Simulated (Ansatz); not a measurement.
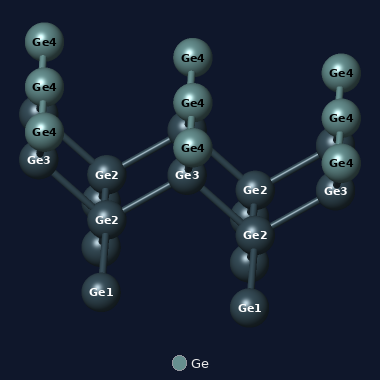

The system is H on a Ge(100) slab cut from the Fd-3m phase, its upper half relaxed before the scan (4 atoms of substrate and one adsorbate in a 1 × 1 cell); the picture shows it without the atoms that are moved over the map. H is moved over the surface cell at a fixed height above a rigid substrate; the origin of the map has the adsorbate above Ge4; the height is held at 3.30 Å. Places are given modulo a cell vector. The map is drawn in real space over the plane of the surface. The scan uses an 8 × 8 grid; 25 points were computed and 39 follow by symmetry. Energies are in meV, from the lowest grid point. The runs have no spin polarisation, so an open-shell adsorbate far from the surface lies too high. With one adsorbate in each 1 × 1 cell, its nearest image is 4.0 Å away, so neighbouring adsorbates interact. At a fixed height the lowest place need not be the adsorption site. The calculation used DFT PBE+D3(BJ), scalar-relativistic, plane waves, PAW in Ansatz 0.2.0. Settings: cutoff 420 eV, k-mesh 7×7×1, gaussian smearing 0.1 eV, no spin polarisation.

Range: position of H5 along the first surface vector from 0.000 to 0.875; position of H5 along the second surface vector from 0.000 to 0.875.

Predict the map.

The lowest grid point is at the top site over a surface Ge atom, (0/8, 0/8) of the cell vectors. It is the only kind of minimum in the scanned range. The highest grid point, a fourfold hollow over a third-layer Ge atom, (4/8, 4/8) of the cell vectors, lies 287 meV above the lowest. On the interpolated surface the easiest way out of the lowest well to its copy in the next cell or period passes a barrier of about 152 meV.

```tsv
second ↓, first →	0/8	1/8	2/8	3/8	4/8	5/8	6/8	7/8
7/8	33	53	102	151	171	151	102	53
6/8	115	130	167	202	217	202	167	130
5/8	202	212	234	257	266	257	234	212
4/8	239	247	264	280	287	280	264	247
3/8	202	212	234	257	266	257	234	212
2/8	115	130	167	202	217	202	167	130
1/8	33	53	102	151	171	151	102	53
0/8	0	22	76	130	152	130	76	22
```

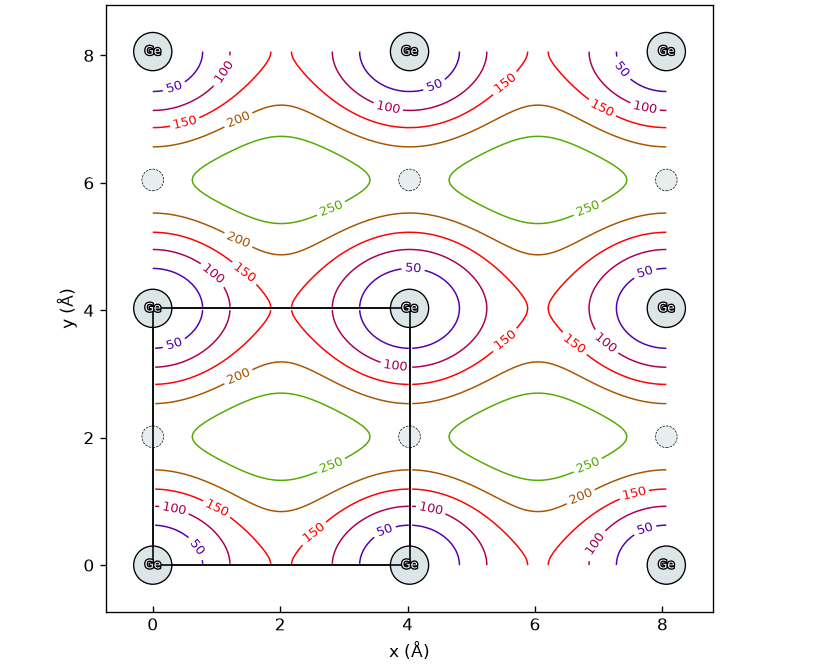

The picture shows contour lines labelled in meV, labelled circles for the atoms of the top layer and small ones for the second layer, the outline of one cell of the 2 × 2 shown. Between grid points the surface is interpolated.

Each point was launched as `ansatz run input.yaml --threads 1 --pin off --max-ram 3072MiB --backend cpu --events-out ev --progress --plain --runs-dir out`. Time for the 25 points that were run: 9.4 min on 1 thread of Arm Neoverse V2, with other jobs on the host.

PAW datasets: the set soft_1.
